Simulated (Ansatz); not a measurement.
```yaml
crystal:
  lattice:
    - [2.95000, 0.00000, 0.00000]
    - [1.47500, 2.55477, 0.00000]
    - [0.00000, 0.00000, 30.04000]
  atoms:
    - { symbol: Ti, position: [0.00000, 0.00000, 0.27237] }
    - { symbol: Ti, position: [0.66667, 0.66667, 0.34399] }
    - { symbol: Ti, position: [0.00000, 0.00000, 0.42340] }
    - { symbol: Ti, position: [0.66667, 0.66667, 0.50000] }
    - { symbol: Ti, position: [0.00000, 0.00000, 0.57660] }
    - { symbol: Ti, position: [0.66667, 0.66667, 0.65601] }
    - { symbol: Ti, position: [0.00000, 0.00000, 0.72763] }
```

Computed without spin polarisation.

Theory: DFT PBE, scalar-relativistic, plane waves, PAW in Ansatz.

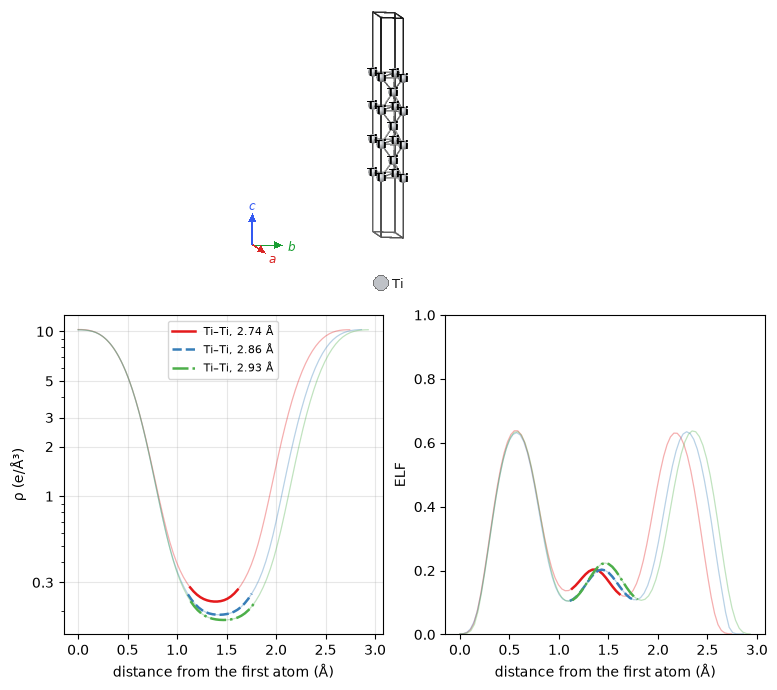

Ti (slab). Valence electron density and ELF along straight lines between neighbouring atoms. Thin, pale parts lie inside the atomic spheres. The structure is drawn too.

Core electrons are frozen (PAW), and the valence fields are smoothed inside the atomic spheres.

> Compare the contacts.

Ti–Ti (2.74 Å): ρ is about 0.23 e/Å³ halfway; the ELF is about 0.20 at the midpoint: no shared electron pair shows on this line.
Ti–Ti (2.86 Å): ρ at the midpoint is about 0.19 e/Å³; the ELF is about 0.20 at the midpoint: no localised pair shows between them.
Ti–Ti (2.93 Å): the density is about 0.18 e/Å³ at the midpoint; the ELF is about 0.20 at the midpoint; no localised pair shows between them.
